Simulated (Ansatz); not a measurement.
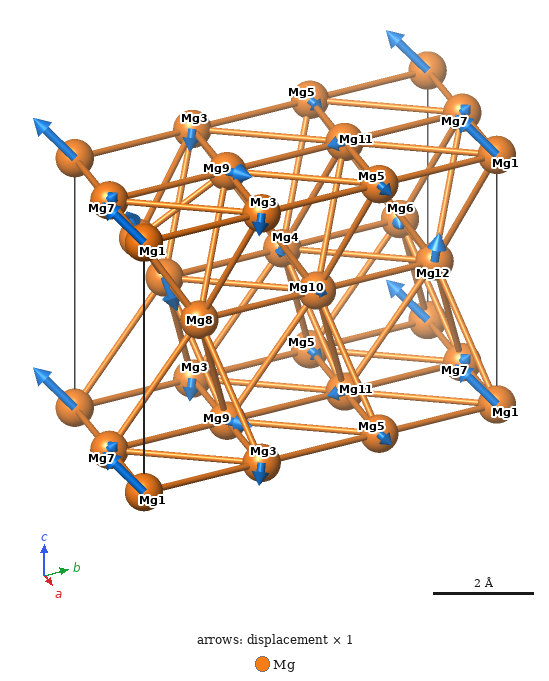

This is a relaxation of a defect cell of composition Mg. The starting structure is drawn; blue arrows show the displacements, at their true length.

The picture is a ball-and-stick view of the cell of the calculation, seen slightly off an axis.

It is an interstitial Mg in hcp Mg. The run prepares an end point of a later path (interstitial hop) calculation, from a guessed geometry.

These are results of DFT PBEsol, scalar-relativistic, plane waves, PAW (Ansatz), not measurements. Settings: plane-wave cutoff 420 eV; k-point mesh 3 × 2 × 3; occupations fermi dirac; smearing width 0.1 eV; no spin polarisation; atoms relaxed in a fixed cell; force threshold 0.03 eV/Å; at most 60 steps.

What happened in the run?

Answer. The largest move is that of a Mg atom, 1.17 Å along [−3 −2 3]. The cell stays as it was. Near-neighbour distances that change, for instance: Mg–Mg 4.531 → 3.237 Å, Mg–Mg 4.300 → 3.172 Å, Mg–Mg 3.890 → 2.926 Å, Mg–Mg 4.531 → 3.684 Å. Among the angles between lasting bonds that change: Mg–Mg–Mg 178.6° → 124.0°, Mg–Mg–Mg 90.8° → 136.4°, Mg–Mg–Mg 178.4° → 133.2°. The energy falls by 3.825 eV per cell of the calculation in 8 geometry steps. The largest force component goes from 2.7 to 0.016 eV/Å.

Limits of the set-up: the k-point mesh is coarse for a cell with partly filled bands; the periodic images lie only 5.2 Å apart, so the values are limited by the cell's size.
